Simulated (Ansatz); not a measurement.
```cif
data_structure
_symmetry_space_group_name_H-M 'P 1'
_symmetry_Int_Tables_number 1
_cell_length_a 2.6869
_cell_length_b 2.6869
_cell_length_c 26.3997
_cell_angle_alpha 90.000
_cell_angle_beta 90.000
_cell_angle_gamma 90.000
_cell_volume 190.60
loop_
_atom_site_label
_atom_site_type_symbol
_atom_site_fract_x
_atom_site_fract_y
_atom_site_fract_z
_atom_site_occupancy
Rh1 Rh 0.50000 0.50000 0.28409 1
Rh2 Rh 0.00000 0.00000 0.35606 1
Rh3 Rh 0.50000 0.50000 0.42803 1
Rh4 Rh 0.00000 0.00000 0.50000 1
Rh5 Rh 0.50000 0.50000 0.57197 1
Rh6 Rh 0.00000 0.00000 0.64394 1
Rh7 Rh 0.50000 0.50000 0.71591 1
```

Not relaxed (largest force 0.6 eV/Å); computed without spin polarisation.

Level of theory: DFT r2SCAN, scalar-relativistic, plane waves, PAW in Ansatz.

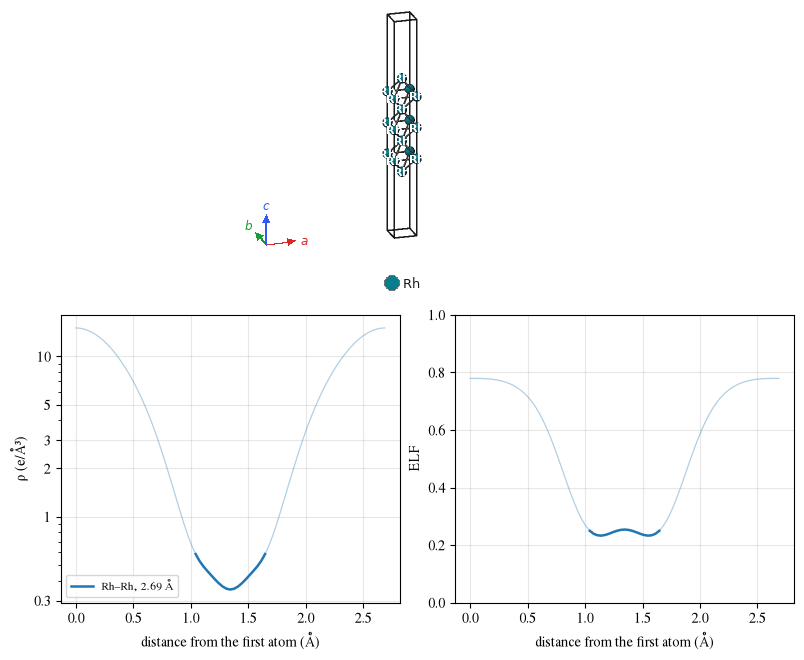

Rh (slab). Valence charge density (pseudo) and ELF along straight lines between neighbouring atoms. Thin, pale parts lie inside the atomic spheres. The structure is drawn too.

The density is the valence pseudo-density of a PAW calculation; it isn't the true density close to the nuclei.

What can be read from the curves?

Rh–Rh (2.69 Å): ρ at the midpoint is about 0.35 e/Å³; the ELF is about 0.25 at the midpoint: no shared electron pair shows on this line.
